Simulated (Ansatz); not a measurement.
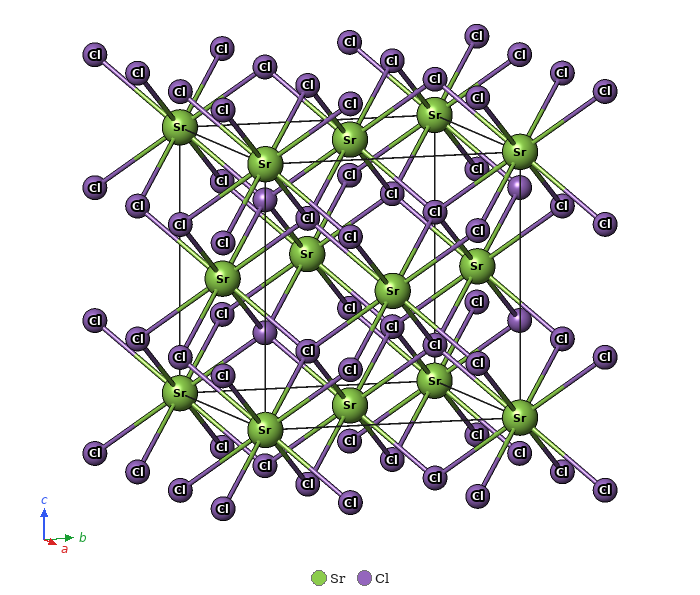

SrCl2 (space group Fm-3m, No. 225): the input geometry of an electronic-structure calculation (not necessarily at equilibrium); the starting structure was generated, so it need not be a known form of this composition.

Bonds are taken as Cl–Sr below 3.4 Å. The graph is simplified in the usual way: terminal and isolated atoms are pruned, two-connected atoms become edges.

What kind of net remains, and which atoms are its nodes?

A binodal (4,8)-connected, three-periodic net: Cl is a 4-connected node; Sr is an 8-connected node, in the ratio 2:1.

Does the net have a name?

It is the flu net, known from fluorite.

Is the net interpenetrated?

It is a single net, without interpenetration.

How many nodes does the smallest cycle have?

Four.

The simplified net, drawn on the atoms' positions. Nodes are coloured by element. Edges to nodes outside the piece are drawn as stubs.

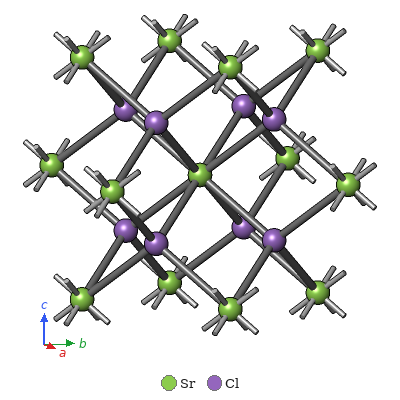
